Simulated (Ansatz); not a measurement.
# Ga32As32: geometry relaxation (part 1 of 2)

- system: Ga32As32 (64 atoms in the cell)
- method: DFT, PBEsol, PAW, plane waves (Ansatz 0.2.0)

The structure was built on a prototype by a generator.

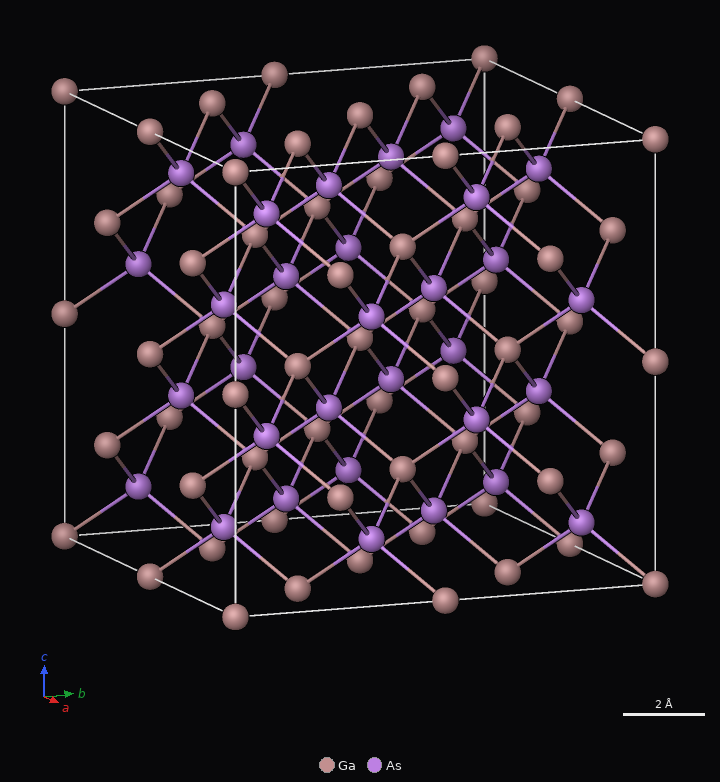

**Figure 1.** The input geometry (ball-and-stick view of the cell of the calculation, seen slightly off an axis).

**Input file**
```yaml
crystal:
  lattice:
    - [11.320000, 0.000000, 0.000000]
    - [0.000000, 11.320000, 0.000000]
    - [0.000000, 0.000000, 11.320000]
  atoms:
    - { symbol: Ga, position: [0.000000, 0.000000, 0.000000] }
    - { symbol: Ga, position: [0.000000, 0.000000, 0.500000] }
    - { symbol: Ga, position: [0.000000, 0.500000, 0.000000] }
    - { symbol: Ga, position: [0.000000, 0.500000, 0.500000] }
    - { symbol: Ga, position: [0.500000, 0.000000, 0.000000] }
    - { symbol: Ga, position: [0.500000, 0.000000, 0.500000] }
    - { symbol: Ga, position: [0.500000, 0.500000, 0.000000] }
    - { symbol: Ga, position: [0.500000, 0.500000, 0.500000] }
    - { symbol: Ga, position: [0.250000, 0.250000, 0.000000] }
    - { symbol: Ga, position: [0.250000, 0.250000, 0.500000] }
    - { symbol: Ga, position: [0.250000, 0.750000, 0.000000] }
    - { symbol: Ga, position: [0.250000, 0.750000, 0.500000] }
    - { symbol: Ga, position: [0.750000, 0.250000, 0.000000] }
    - { symbol: Ga, position: [0.750000, 0.250000, 0.500000] }
    - { symbol: Ga, position: [0.750000, 0.750000, 0.000000] }
    - { symbol: Ga, position: [0.750000, 0.750000, 0.500000] }
    - { symbol: Ga, position: [0.250000, 0.000000, 0.250000] }
    - { symbol: Ga, position: [0.250000, 0.000000, 0.750000] }
    - { symbol: Ga, position: [0.250000, 0.500000, 0.250000] }
    - { symbol: Ga, position: [0.250000, 0.500000, 0.750000] }
    - { symbol: Ga, position: [0.750000, 0.000000, 0.250000] }
    - { symbol: Ga, position: [0.750000, 0.000000, 0.750000] }
    - { symbol: Ga, position: [0.750000, 0.500000, 0.250000] }
    - { symbol: Ga, position: [0.750000, 0.500000, 0.750000] }
    - { symbol: Ga, position: [0.000000, 0.250000, 0.250000] }
    - { symbol: Ga, position: [0.000000, 0.250000, 0.750000] }
    - { symbol: Ga, position: [0.000000, 0.750000, 0.250000] }
    - { symbol: Ga, position: [0.000000, 0.750000, 0.750000] }
    - { symbol: Ga, position: [0.500000, 0.250000, 0.250000] }
    - { symbol: Ga, position: [0.500000, 0.250000, 0.750000] }
    - { symbol: Ga, position: [0.500000, 0.750000, 0.250000] }
    - { symbol: Ga, position: [0.500000, 0.750000, 0.750000] }
    - { symbol: As, position: [0.125000, 0.125000, 0.125000] }
    - { symbol: As, position: [0.125000, 0.125000, 0.625000] }
    - { symbol: As, position: [0.125000, 0.625000, 0.125000] }
    - { symbol: As, position: [0.125000, 0.625000, 0.625000] }
    - { symbol: As, position: [0.625000, 0.125000, 0.125000] }
    - { symbol: As, position: [0.625000, 0.125000, 0.625000] }
    - { symbol: As, position: [0.625000, 0.625000, 0.125000] }
    - { symbol: As, position: [0.625000, 0.625000, 0.625000] }
    - { symbol: As, position: [0.375000, 0.375000, 0.125000] }
    - { symbol: As, position: [0.375000, 0.375000, 0.625000] }
    - { symbol: As, position: [0.375000, 0.875000, 0.125000] }
    - { symbol: As, position: [0.375000, 0.875000, 0.625000] }
    - { symbol: As, position: [0.875000, 0.375000, 0.125000] }
    - { symbol: As, position: [0.875000, 0.375000, 0.625000] }
    - { symbol: As, position: [0.875000, 0.875000, 0.125000] }
    - { symbol: As, position: [0.875000, 0.875000, 0.625000] }
    - { symbol: As, position: [0.375000, 0.125000, 0.375000] }
    - { symbol: As, position: [0.375000, 0.125000, 0.875000] }
    - { symbol: As, position: [0.375000, 0.625000, 0.375000] }
    - { symbol: As, position: [0.375000, 0.625000, 0.875000] }
    - { symbol: As, position: [0.875000, 0.125000, 0.375000] }
    - { symbol: As, position: [0.875000, 0.125000, 0.875000] }
    - { symbol: As, position: [0.875000, 0.625000, 0.375000] }
    - { symbol: As, position: [0.875000, 0.625000, 0.875000] }
    - { symbol: As, position: [0.125000, 0.375000, 0.375000] }
    - { symbol: As, position: [0.125000, 0.375000, 0.875000] }
    - { symbol: As, position: [0.125000, 0.875000, 0.375000] }
    - { symbol: As, position: [0.125000, 0.875000, 0.875000] }
    - { symbol: As, position: [0.625000, 0.375000, 0.375000] }
    - { symbol: As, position: [0.625000, 0.375000, 0.875000] }
    - { symbol: As, position: [0.625000, 0.875000, 0.375000] }
    - { symbol: As, position: [0.625000, 0.875000, 0.875000] }
  symmetry: { detect: false }
kpoints:
  mp_grid: { grid: [1, 1, 1], shift: [0.25, 0.25, 0.25] }
hamiltonian:
  xc: pbesol
scf:
  occupations: { method: fermi_dirac, width: 0.01 }
relax:
  f_tol: 0.03
  max_steps: 80
  escape_saddle: false
  adjacent_minimum: "off"
  cell: { fix: [shape] }
output:
  forces: true
  eigenvalues: true
  populations: true
```

Run as:
```bash
ansatz run in.yaml --threads 8 --pin off --max-ram 76000MiB --runs-dir r --events-out ev --progress --plain --backend cuda --devices 0,
```

**Log**
```
Pseudopotentials: kind: paw
Functional definition: PBEsol
  exchange = pbesol_x
  correlation = pbesol_c
Crystal: 64 atoms, lattice volume = 1450.572 Å³
Basis set: ecut = 420 eV, 28353 PW (Γ), exchange–correlation on 160×160×160 points (8 copies of the dense FFT grid, shifted against one another)
Bands: 538, of which v1, the nominal top of the filled ones, is band 448 counted from 1 (447 counted from 0)
Symmetry: 1 space group operations
k-points: 1
Non-local potential: Ga, projectors of the file, l = 0: 2, l = 1: 2, l = 2: 3, l = 3: 1
Non-local potential: As, projectors of the file, l = 0: 2, l = 1: 2, l = 2: 3, l = 3: 1
PAW form: soft (Blöchl's): semilocal exchange-correlation on the pseudo side does not see the compensation charge
PAW frozen core: Ga, regenerated for the run's functional, and the local potential with it (the file was generated under x = pbe(κ = 0.804, μ = 0.2195149727645171), c = pbe(β = 0.06672455060314922))
PAW frozen core: As, regenerated for the run's functional, and the local potential with it (the file was generated under x = pbe(κ = 0.804, μ = 0.2195149727645171), c = pbe(β = 0.06672455060314922))
PAW one-centre angular grid: Ga, 590 points (default); XC on 64 Gauss nodes
PAW one-centre angular grid: As, 590 points (default); XC on 64 Gauss nodes
Initial density: superposition of atomic densities (neutral atoms: chi_scale 0, normalization atom), corrected by the library's trained network
Initial wavefunctions: pseudopotential atomic-orbital guess
Functional: x = pbesol(κ = 0.804, μ = 0.12345679012345678), c = pbesol(β = 0.046)
SCF iter   1: F=—  HF=-273819.505145 eV  |F-HF|=—  |Δ(HF+E_count)|=         —  Δρ=4.15e-3  dr2=3.24e-1  ethr=1.77e-3  ⟨swp⟩=6.0  Hψ=1788  notcnv=0
preconditioner: auto → Resta (q_TF=auto, 2.518 Å⁻¹)  ε∞=3.7  [insulator: Δε(μ)=1.256 eV  Ē_g=14.362 eV  σ=0.010 eV  W_gap=1.00  n_scr=388 (ndim 8)  ℏωp=23.4 eV  f_vac=0.089  D(μ)=0.00/eV (n_scr^D=0)  ε∞_Penn≈3.7]
SCF iter   2: F=—  HF=-273819.392927 eV  |F-HF|=—  |Δ(HF+E_count)|=   1.12e-1  Δρ=2.11e-3  dr2=8.40e-2  ethr=3.61e-5  ⟨swp⟩=2.0  Hψ=729  notcnv=0  defer=85
SCF iter   3: F=—  HF=-273819.384429 eV  |F-HF|=—  |Δ(HF+E_count)|=   8.50e-3  Δρ=5.86e-4  dr2=7.96e-3  ethr=9.38e-6  ⟨swp⟩=2.0  Hψ=585  notcnv=0  defer=85
SCF iter   4: F=—  HF=-273819.387354 eV  |F-HF|=—  |Δ(HF+E_count)|=   2.92e-3  Δρ=2.04e-4  dr2=9.95e-4  ethr=8.89e-7  ⟨swp⟩=2.0  Hψ=906  notcnv=0  defer=85
SCF iter   5: F=—  HF=-273819.383654 eV  |F-HF|=—  |Δ(HF+E_count)|=   3.70e-3  Δρ=1.11e-4  dr2=1.31e-4  ethr=1.11e-7  ⟨swp⟩=2.0  Hψ=901  notcnv=0  defer=85
SCF iter   6: F=—  HF=-273819.385038 eV  |F-HF|=—  |Δ(HF+E_count)|=   1.38e-3  Δρ=3.60e-5  dr2=1.17e-5  ethr=1.46e-8  ⟨swp⟩=2.0  Hψ=741  notcnv=0  defer=85
SCF iter   7: F=—  HF=-273819.385053 eV  |F-HF|=—  |Δ(HF+E_count)|=   1.43e-5  Δρ=1.18e-5  dr2=1.41e-6  ethr=1.31e-9  ⟨swp⟩=2.0  Hψ=901  notcnv=0  defer=85
SCF iter   8: F=-273819.385054 eV  HF=-273819.385054 eV  |F-HF|=4.69e-8  |Δ(HF+E_count)|=   8.31e-7  Δρ=2.54e-6  dr2=7.57e-8  ethr=1.12e-11  ⟨swp⟩=8.0  Hψ=2856  notcnv=0
SCF 1 converged in 8 iterations: F = -273819.385054 eV  dr2 = 7.57e-8
  greatest PAW one-centre occupation: 0.999 electrons in one spin orbital (limit 2), on the As atom at site 50 (counted from 0), in its partial waves of l = 2
relax step   1: F+E_penalty+E_count = -273819.38505364 eV  Δ(F+E_penalty+E_count) = +0.000e0 eV  max|allowed force component| = 5.788e-3 eV/Å  Δτ_max = 0.0000 Å  P = -0.035 GPa  Ω = 1450.572 Å³  fix = [alpha, beta, gamma, b/a, c/a]  reactions: b/a -0.000, c/a +0.000 GPa; alpha +0.805, beta +0.805, gamma +0.805 GPa/rad  (8 SCF iters, dr2 threshold 1.00e-7 eV, accepted)
Initial density: handed on by an earlier stage of this run
Initial wavefunctions: pseudopotential atomic-orbital guess (no wavefunctions were taken with the density)
iter 1 solved again at ethr=1.21e-7 eV; its pass at ethr=3.10e-3 eV (dr2=1.09e-3 eV) is discarded
SCF iter   1: F=—  HF=-273819.383643 eV  |F-HF|=—  |Δ(HF+E_count)|=         —  Δρ=2.63e-6  dr2=8.06e-8  ethr=1.21e-7  ⟨swp⟩=3.0  Hψ=3328  notcnv=0
eigensolver tolerance schedule: the retry pair's looser diagonalisation over-reported the residual by 13501.37 of it (diagonalisation noise at 1.12 of the residual, at the tolerance the schedule requests for it); recorded, not acted on — ethr = c·dr2/N_el stays at c = 1.0e-1
preconditioner: auto → Resta (q_TF=auto, 2.518 Å⁻¹)  ε∞=3.6  [insulator: Δε(μ)=1.264 eV  Ē_g=14.384 eV  σ=0.010 eV  W_gap=1.00  n_scr=388 (ndim 8)  ℏωp=23.4 eV  f_vac=0.073  D(μ)=0.00/eV (n_scr^D=0)  ε∞_Penn≈3.6]
SCF iter   2: F=—  HF=-273819.385054 eV  |F-HF|=—  |Δ(HF+E_count)|=   1.41e-3  Δρ=1.37e-6  dr2=2.88e-8  ethr=8.99e-12  ⟨swp⟩=3.0  Hψ=1430  notcnv=0
SCF iter   3: F=—  HF=-273819.385054 eV  |F-HF|=—  |Δ(HF+E_count)|=   3.09e-8  Δρ=9.59e-7  dr2=1.50e-8  ethr=3.22e-12  ⟨swp⟩=2.0  Hψ=975  notcnv=0
SCF iter   4: F=—  HF=-273819.385054 eV  |F-HF|=—  |Δ(HF+E_count)|=   3.42e-8  Δρ=1.40e-7  dr2=4.21e-10  ethr=1.00e-12  ⟨swp⟩=3.0  Hψ=1912  notcnv=0
SCF iter   5: F=-273819.385054 eV  HF=-273819.385054 eV  |F-HF|=1.16e-10  |Δ(HF+E_count)|=  5.82e-11  Δρ=1.02e-7  dr2=1.05e-10  ethr=1.00e-12  ⟨swp⟩=4.0  Hψ=1596  notcnv=0
SCF 2 converged in 5 iterations: F = -273819.385054 eV  dr2 = 1.05e-10
  greatest PAW one-centre occupation: 0.999 electrons in one spin orbital (limit 2), on the As atom at site 44 (counted from 0), in its partial waves of l = 2
relax step   2: F+E_penalty+E_count = -273819.38505365 eV  Δ(F+E_penalty+E_count) = -6.286e-9 eV  max|allowed force component| = 5.785e-3 eV/Å  Δτ_max = 0.0000 Å  P = -0.035 GPa  Ω = 1450.572 Å³  fix = [alpha, beta, gamma, b/a, c/a]  reactions: b/a -0.000, c/a -0.000 GPa; alpha +0.805, beta +0.805, gamma +0.805 GPa/rad  stress off target by 3.54e-2 GPa on what of the cell is left free  SCF on the
SCF converged after 5 iterations
Free energy (F): -273819.385054 eV
Harris-Foulkes:  -273819.385054 eV  (|F-HF|=1.16e-10)
Internal energy: -273819.385054 eV  (E = F + TS)
E sigma→0 (E₀):  -273819.385054 eV
Fermi energy:    8.408116 eV
--- Per-component energies (eV) ---
  E_band       = -10153.114853
  E_kinetic    = 7018.907197
  E_local      = -125560.126178  (includes V_loc(G=0)·N_el)
  E_nonlocal   = -7753.164759
  E_hartree    = 63158.482385
  E_xc         = -4710.777978
  E_vxc        = -4396.532618  (∫ρ·V_xc dr)
  E_paw        = -119768.077509  (= ΣΔE_a)
  E_vpaw       = -5779.159184  (= ΣTr[D̂ρ^β])
  E_aug_tail   = -0.004352  (compensation charges beyond the density's cutoff)
  E_ewald      = -86263.164870
  E_core_change = 58.541008  (= ΣΔE_core)
  E_smearing   = -0.000000  (= −TS)
  E_closure    = 0.000000  (closes the sum)
  Σ components = -273819.385054   (vs F -273819.385054, Δ=0.00e0)
```
